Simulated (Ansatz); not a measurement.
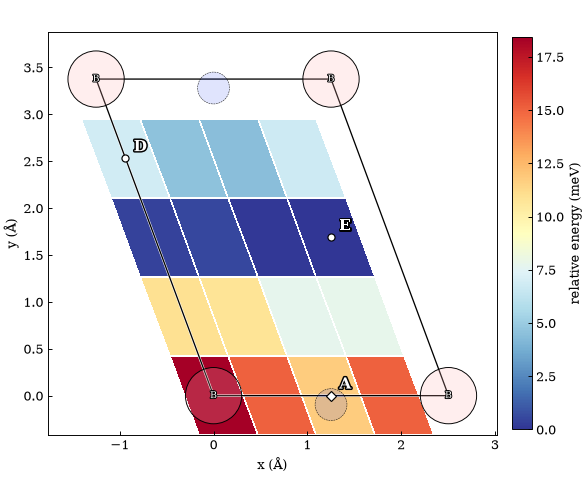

N₂ on a BN(101) slab cut from the R3m phase, its upper half relaxed before the scan (12 atoms of substrate and one adsorbate in a 2 × 1 cell). N2 is moved over the surface cell at a fixed height above a rigid substrate; the origin of the map has the adsorbate above B11; the height is held at 3.40 Å. Places are given modulo a cell vector. The map is drawn in real space over the plane of the surface. Grid: 4 × 4 points. Places are given in fractions of the 1 × 1 surface cell. All energies are given in meV relative to the lowest grid point. At a fixed height the lowest place need not be the adsorption site. Theory: Ansatz 0.2.0, DFT PBE+D3(BJ), scalar-relativistic, plane waves, PAW. Settings: cutoff 420 eV, k-mesh 6×8×1, gaussian smearing 0.05 eV, no spin polarisation.

In the figure: one coloured cell a grid point, labelled circles for the atoms of the top layer and small ones for the second layer, the outline of one cell of the plane, lettered points.

Q: Is A the lowest point of the computed grid?

A: No. A lies 11.7 meV above the lowest grid point, which is at (3/4, 2/4) of the cell vectors.

Q: Rank the lettered points by energy, lowest first.

A: E (0.0 meV), D (6.9 meV), A (11.7 meV).

PAW datasets: the set soft_1.
